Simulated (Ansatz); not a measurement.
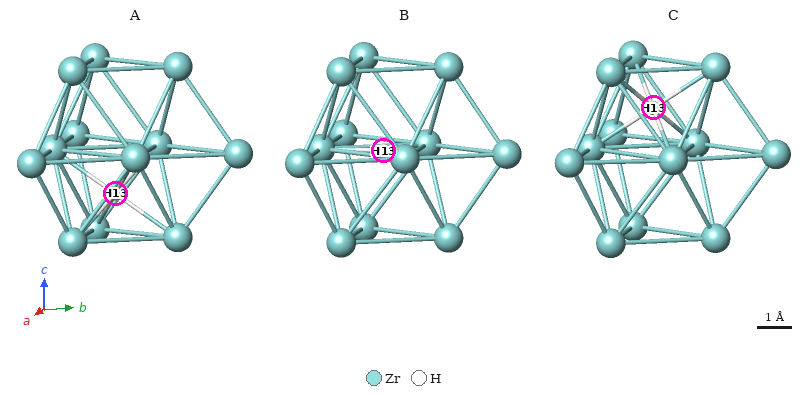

3 geometries from a converged minimum-energy path of Zr with an interstitial H (13 atoms in the cell), shuffled. A ball-and-stick model of the atoms within 4.3 Å of the middle of the path, seen from a free direction. The moving atom is ringed, with any periodic copies. Bonds to atoms that aren't drawn are left out.

Theory: DFT PBE, scalar-relativistic, plane waves, PAW (Ansatz 0.2.0). Run with plane-wave cutoff 420 eV; k-point mesh 3 × 2 × 3; Gaussian smearing 0.1 eV; 3 movable images; climbing image; force threshold 0.05 eV/Å; iteration limit 80; optimiser L-BFGS; starting path by image-dependent pair potential.

One of them is the converged climbing image. Which?

Answer. B. In order along the path, whose images run from 0 to 4: C (image 0, 0.00 eV), B (image 2, +0.45 eV), A (image 4, 0.00 eV). The H atom travels furthest, 2.57 Å from end to end, along −c, on a straight line. At the highest image its nearest neighbour (Zr) is 1.91 Å away, against 2.27 Å at the start, and the surrounding atoms stand up to 0.06 Å off the mean of their end positions.

Limits of the set-up: the k-point mesh is coarse for a cell with partly filled bands; the periodic images lie only 5.1 Å apart, so the values are limited by the cell's size.

Cost: 4.3 min on 4 threads of AMD EPYC 7R13 Processor (Zen 3), with other jobs on the host, peak memory 1.6 GiB.
